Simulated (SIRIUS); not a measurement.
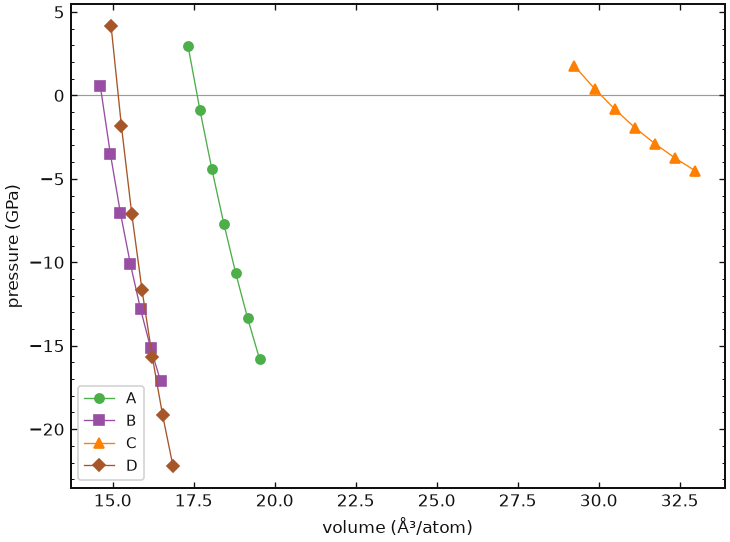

The picture above shows the pressure against volume, with one curve for each element, for Bi, Nb, Pd and Pt (all in space group Im-3m (No. 229)). The labels are replaced by letters.

How it was computed, with SIRIUS 7.10.0: plane-wave DFT, no spin polarisation; energies at scaled volumes of the given cell, shape and fractions fixed, counted from the fit's minimum, third-order Birch-Murnaghan fit. Level: PBEsol.

- occupations: Fermi–Dirac
- smearing width: 0.05 eV
- potentials: dojo sr pbesol 0.4.1 standard

Which letter stands for which compound?

A: Nb; B: Pd; C: Bi; D: Pt.

Limits of the calculation: the fit and the printed pressures don't fully agree, or the minimum lies near the end of the range (Pd); spin-orbit coupling left out, heavy elements (Bi, Pt).
